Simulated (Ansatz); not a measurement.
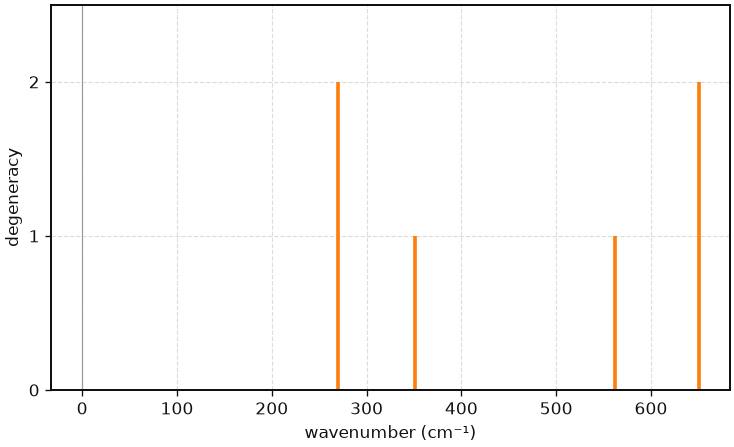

Plotted: zone-centre optical phonon frequencies (the three acoustic modes are left out) for Ti₂C, space group R-3m (No. 166).

Structure:
```
Ti C
1.0
     1.52670    0.88144    4.78289
    -1.52670    0.88144    4.78289
     0.00000   -1.76288    4.78289
Ti C
2 1
Direct
  0.24577 0.24577 0.24577
  0.75423 0.75423 0.75423
  0.50000 0.50000 0.50000
```

How it was computed, with Ansatz 0.2.0: harmonic phonon frequencies at the zone centre with atoms at rest in the given cell, without the long-range term of polar modes, the three translations left out, imaginary frequencies are negative; plane waves with PAW datasets, Γ-centred k mesh. Level: PBEsol, no spin polarisation.

wave cutoff 420 eV; k mesh 18×18×18; occupations Fermi–Dirac; smearing width 0.15 eV; pressure 0 GPa; phonon method linear response.

Are there unstable modes?

No frequency is imaginary, so the structure is stable to these displacements (zone-boundary modes weren't tested here).

What is the highest frequency?

The highest mode lies at 650.5 cm⁻¹.

List the optical modes with their degeneracies.

270.3 (×2), 351.5, 562.5, 650.5 (×2) cm⁻¹.

Limits of the calculation: metal sensitive to the k mesh.
